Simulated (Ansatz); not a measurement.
**Geometry relaxation, with input and output: CHSi6 (part 1 of 4)**

CHSi6 (slab, 8 atoms in the cell), computed with DFT PBEsol, scalar-relativistic, plane waves, PAW, spin-polarised (Ansatz 0.2.0).

The structure derives from a Materials Project entry. The input holds or restrains some coordinates. Forces given for the steps count only the free coordinates. It belongs to a series of runs on one base structure; here: CH put at a bridge Si-Si site.

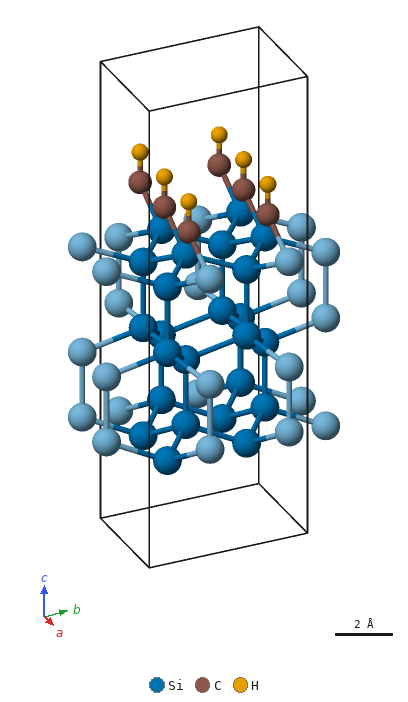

*The input geometry (ball-and-stick view of the 2 × 2 repeat of the cell, with the vacuum cut short, seen slightly off an axis; neighbours outside the cell are drawn fainter). An atom can appear more than once, as a periodic image.*

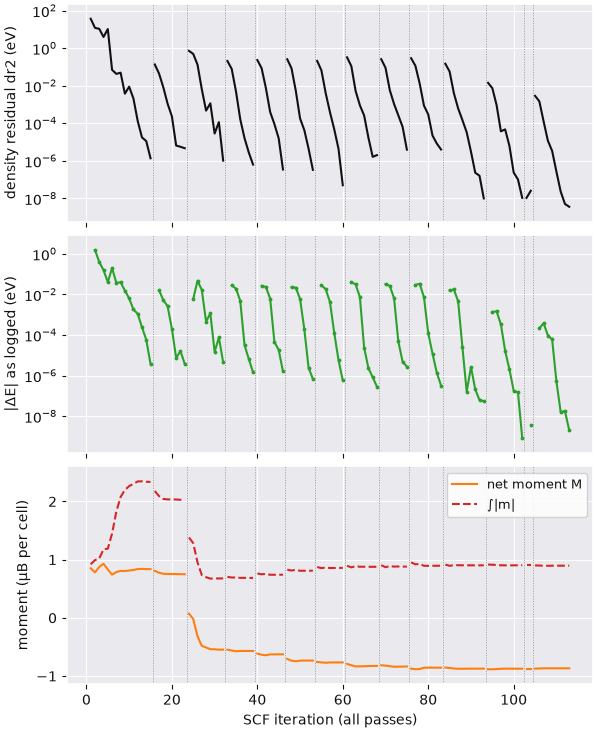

*Convergence of the self-consistent field: density residual dr2, size of the energy change and magnetic moment against the SCF iteration. The dotted lines part the SCF passes of the relaxation: geometry steps, rejected trials and re-solves on a re-selected basis.*

The 14 passes take 2 to 15 iterations each, 113 in all. The net moment goes from 0.9 to −0.9 μB per cell.

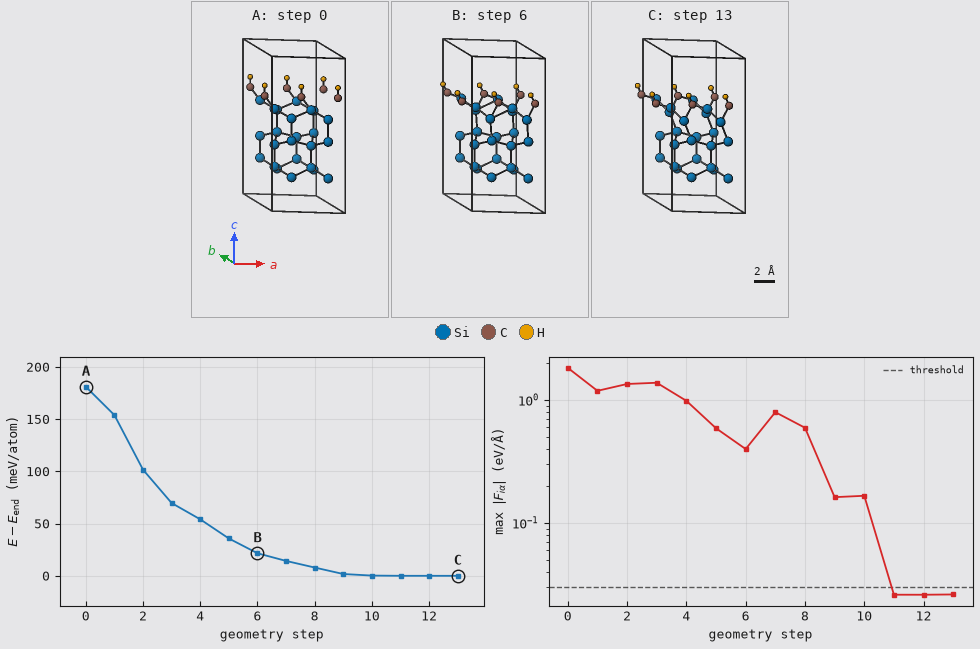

*Frames of the restrained relaxation (ball-and-stick view of the 2 × 2 repeat of the cell, with the vacuum cut short, seen slightly off an axis) above the curves, on which the letters mark them (the first geometry is step 0 here and step 1 in the log).*

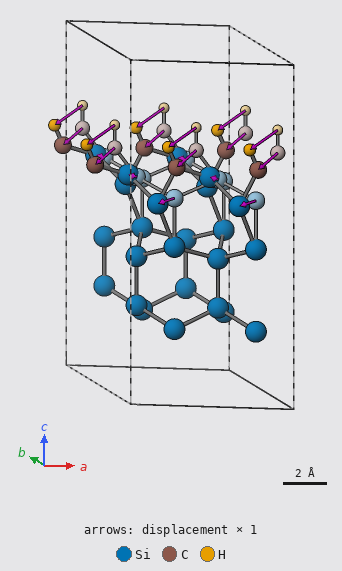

*Start (faint) and end (solid) with the displacements as pink arrows, at true length (ball-and-stick view of the 2 × 2 repeat of the cell, with the vacuum cut short, seen slightly off an axis).*

The atom that moves furthest is H8 (1.63 Å). By element the largest moves are H 1.63 Å, C 1.22 Å, Si 0.86 Å. The cell doesn't change. Among the contacts that change: Si5–C7 2.453 → 1.911 Å, Si5–Si6 2.308 → 2.819 Å, Si6–C7 1.879 → 1.795 Å, Si4–Si5 2.393 → 2.337 Å. New bonds form: Si5–C7 (2.45 → 1.91 Å). Among the angles that change: Si3–Si4–Si5 109.0° → 131.1°, Si4–Si5–Si6 106.9° → 121.5°, Si3–Si4–Si5 109.0° → 98.5°. After 13 geometry steps the energy has fallen by 181 meV per atom. Largest force component: 1.8 eV/Å at the start, 0.026 eV/Å at the end. (Atoms are counted from 1 in the order of the input.)

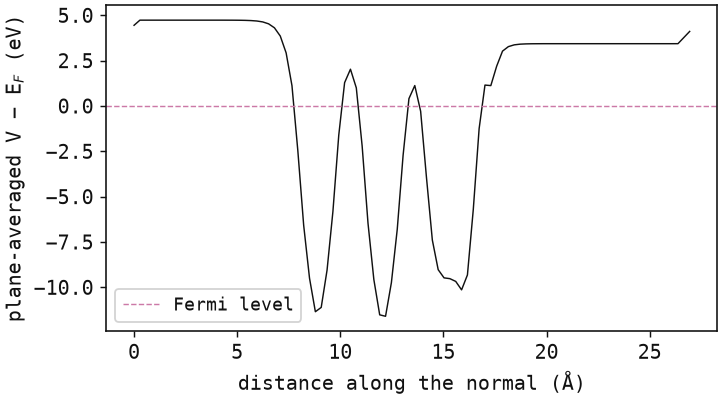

*Plane average of the electrostatic potential energy of an electron across the cell, from the Fermi level.*

The vacuum level lies 3.43 eV above the Fermi level on the upper side and 4.73 eV on the lower.

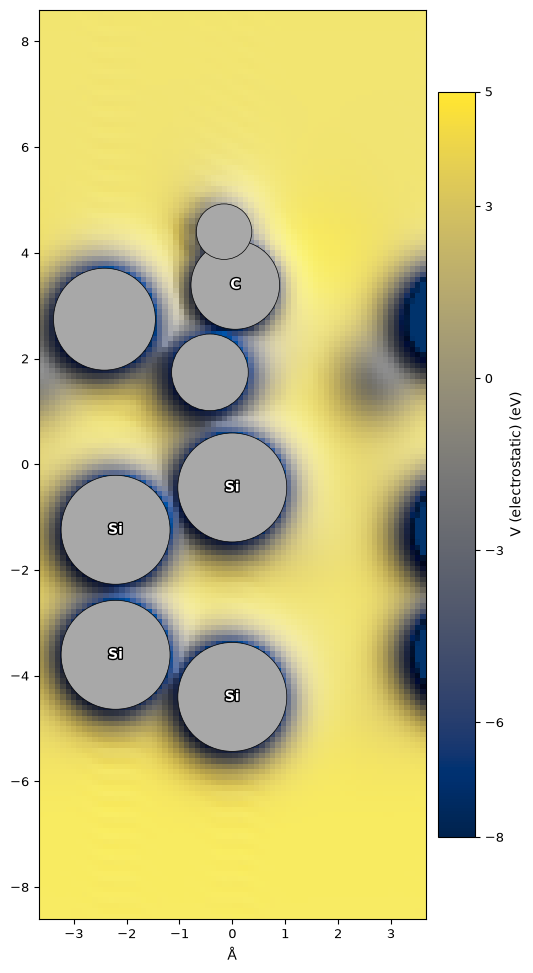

*Electrostatic potential energy of an electron on the (110) plane of the calculation cell, a cut from vacuum to vacuum. Grey discs, where drawn, cover atomic cores.*

Atoms in the plane: Si and C. In a PAW calculation such maps are meaningful between the atoms, not at the nuclei.

The input and output of the run follow.

Input
```yaml
crystal:
  lattice:
    - [3.824888353, 0.0, 0.0]
    - [-1.9124441765, 3.3124504803, 0.0]
    - [0.0, 0.0, 27.2211317404]
  atoms:
    - { symbol: Si, position: [0.6666666667, 0.3333333333, 0.3122574066] }
    - { symbol: Si, position: [0.3333333333, 0.6666666667, 0.3415299164] }
    - { symbol: Si, position: [0.3333333333, 0.6666666667, 0.4284226886] }
    - { symbol: Si, position: [0.6666666667, 0.3333333333, 0.4564202393] }
    - { symbol: Si, position: [0.6666666667, 0.3333333333, 0.5443410654] }
    - { symbol: Si, position: [0.3333333333, 0.6666666667, 0.5689762193] }
    - { symbol: C, position: [0.0, 0.5, 0.6248151908], spin: 1.0 }
    - { symbol: H, position: [0.0, 0.5, 0.6652249729] }
basis:
  ecutwfc: 420
kpoints:
  mp_grid: { grid: [9, 9, 1] }
hamiltonian:
  xc: pbesol
scf:
  occupations: { method: gaussian, width: 0.05 }
output:
  forces: true
  eigenvalues: true
  populations: true
  write_density: true
  write_potential: true
  elf: true
  volumetric_format: npy
magnetization:
  spin_polarized: true
relax:
  adjacent_minimum: "off"
  f_tol: 0.03
  max_steps: 70
  constraints: [{ sites: [0, 1, 2] }]
efield:
  axis: 3
  dipole_correction: true
  ramp_width: 0.04
```

Run as:
```bash
ansatz run input.yaml --threads 1 --pin off --max-ram 2560MiB --backend cpu --events-out ev --progress --plain --runs-dir out
```

Log
```
Engine: ansatz 0.2.0, x86_64-unknown-linux-gnu
Pseudopotentials: kind: paw
Pseudopotential: Si, paw, valence charge 4, recommended cutoff 420 eV (normal), Si.paw.azcp
Pseudopotential: C, paw, valence charge 4, recommended cutoff 420 eV (normal), C.paw.azcp
Pseudopotential: H, paw, valence charge 1, recommended cutoff 420 eV (normal), H.paw.azcp
Functional definition: PBEsol
  exchange = pbesol_x
  correlation = pbesol_c
Crystal: 8 atoms, lattice volume = 344.885 Å³
Basis set: ecut = 420 eV, 6739 PW (Γ), exchange–correlation on 54×54×384 points (8 copies of the dense FFT grid, shifted against one another)
Bands: 23, of which v1, the nominal top of the filled ones, is band 15 counted from 1 (14 counted from 0)
Symmetry: 2 space group operations
k-points: 25 of 81 (time reversal used)
Non-local potential: Si, projectors of the file, l = 0: 2, l = 1: 2, l = 2: 2
Non-local potential: C, projectors of the file, l = 0: 2, l = 1: 2, l = 2: 1
Non-local potential: H, projectors of the file, l = 0: 2, l = 1: 1
PAW form: soft (Blöchl's): semilocal exchange-correlation on the pseudo side does not see the compensation charge
PAW frozen core: Si, regenerated for the run's functional, and the local potential with it (the file was generated under x = pbe(κ = 0.804, μ = 0.2195149727645171), c = pbe(β = 0.06672455060314922))
PAW frozen core: C, regenerated for the run's functional, and the local potential with it (the file was generated under x = pbe(κ = 0.804, μ = 0.2195149727645171), c = pbe(β = 0.06672455060314922))
PAW one-centre angular grid: Si, 110 points (default); XC on 64 Gauss nodes
PAW one-centre angular grid: C, 110 points (default); XC on 64 Gauss nodes
PAW one-centre angular grid: H, 110 points (default); XC on 64 Gauss nodes
Initial density: superposition of atomic densities (neutral atoms: chi_scale 0, normalization atom)
Starting moments: Σ|m| = 1 μB on 1 of 8 sites
Initial wavefunctions: pseudopotential atomic-orbital guess
Functional: x = pbesol(κ = 0.804, μ = 0.12345679012345678), c = pbesol(β = 0.046)
```
